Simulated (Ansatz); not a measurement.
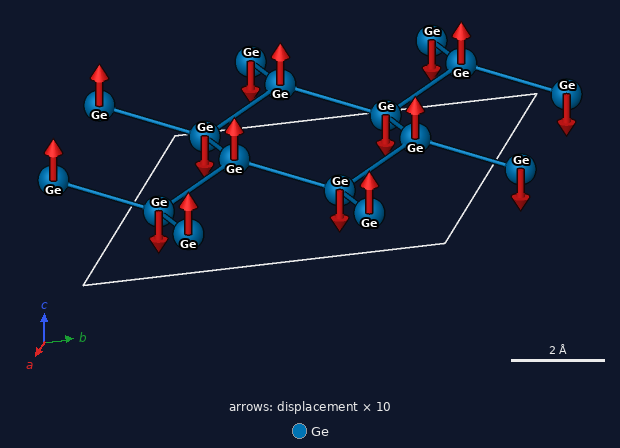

This is a relaxation of a slab of composition Ge. The starting structure is drawn; red arrows show the displacements (the part carried along by the change of the cell is left out), magnified 10 times.

A ball-and-stick model of the 2 × 2 repeat of the cell, outlined in the plane, without the vacuum, seen from a free direction.

Theory: Ansatz, DFT PBE+D3(BJ), scalar-relativistic, plane waves, PAW.

Input
```yaml
crystal:
  lattice:
    - [4.0729350596, 0.0, 0.0]
    - [-2.0364675298, 3.5272652296, 0.0]
    - [0.0, 0.0, 28.0]
  atoms:
    - { symbol: Ge, position: [0.3333333333, 0.6666666667, 0.5085714286] }
    - { symbol: Ge, position: [0.6666666667, 0.3333333333, 0.4914285714] }
  periodic: [true, true, false]
basis:
  ecutwfc: 420
kpoints:
  mp_grid: { grid: [12, 12, 1] }
hamiltonian:
  xc: pbe
  dispersion: d3bj
scf:
  occupations: { method: gaussian, width: 0.1 }
output:
  forces: true
  stress: true
  eigenvalues: true
  write_density: true
  write_potential: true
  elf: true
  volumetric_format: npy
relax:
  adjacent_minimum: "off"
  f_tol: 0.005
  max_steps: 80
  cell: { stress_2d_tol: 0.02 }
```

Run as
```bash
ansatz run input.yaml --threads 1 --pin off --max-ram 2560MiB --backend cpu --events-out ev --progress --plain --runs-dir out
```

**What happened in the run?**

Over 3 accepted moves (4 points after the start) the energy falls by 59.6 meV per cell of the calculation. The largest force component goes from 0.48 to 0.0023 eV/Å. The SCF was repeated once at an unchanged geometry on a basis and grid sized afresh for the cell, which shifted the energy by 0.2 meV per cell of the calculation at most. The largest moves relative to the cell and the layer's centre, 0.10 Å, are those of Ge1 and Ge2. Ge1 goes along the normal (+c). In the plane the drawn cell goes a 8.146 → 8.045 Å (−1.2 %), b 8.146 → 8.045 Å (−1.2 %). Some distances before and after: Ge1–Ge2 2.400 → 2.421 Å. Bond angles that change, for instance: Ge2–Ge1–Ge2 116.1° → 112.4°.
